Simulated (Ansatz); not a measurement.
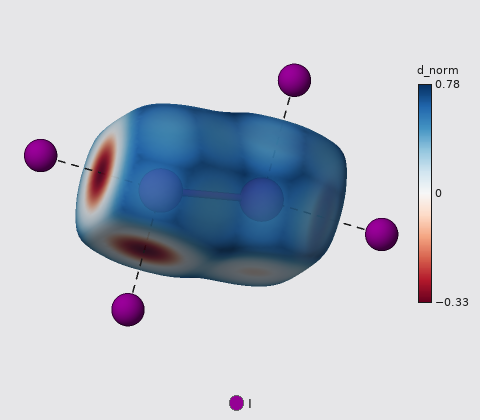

Hirshfeld surface computed for the I₂ molecule in I (Cmce, No. 64), coloured by d_norm. Dashed lines lead to the closest neighbours outside.

The surface is where the fragment's share of the procrystal density (the sum of the densities of spherically averaged neutral Hartree-Fock atoms) equals one half. d_i and d_e are the distances from the surface to the nearest nucleus inside and outside; d_norm adds both, each measured against its van der Waals radius (Alvarez: I 2.04 Å), so red marks contacts shorter than the sum of radii, white equal and blue longer. From Rb on the atoms have core potentials, so only their outer electrons count.

Origin of the cell: the end point of a relaxation with Ansatz, DFT PBE, scalar-relativistic, plane waves, PAW.

```cif
data_structure
_symmetry_space_group_name_H-M 'P 1'
_symmetry_Int_Tables_number 1
_cell_length_a 8.9887
_cell_length_b 4.6314
_cell_length_c 9.8030
_cell_angle_alpha 90.000
_cell_angle_beta 90.000
_cell_angle_gamma 90.000
_cell_volume 408.10
loop_
_atom_site_label
_atom_site_type_symbol
_atom_site_fract_x
_atom_site_fract_y
_atom_site_fract_z
_atom_site_occupancy
I1 I 0.50000 0.65966 0.12200 1
I2 I 0.50000 0.84034 0.62200 1
I3 I 0.50000 0.34034 0.87800 1
I4 I 0.50000 0.15966 0.37800 1
I5 I 0.00000 0.15966 0.12200 1
I6 I 0.00000 0.34034 0.62200 1
I7 I 0.00000 0.84034 0.87800 1
I8 I 0.00000 0.65966 0.37800 1
```

Which contact with the surroundings is the closest relative to the atoms' sizes?

I···I at 3.41 Å, 84 % of the sum of the van der Waals radii.

How is the surface shared among contacts (both directions of a pair summed)?

I···I 100 %.

Give the size and shape of the surface.

It encloses about 96 Å³, has an area of about 111 Å² and a globularity of 0.92 (1 for a sphere).
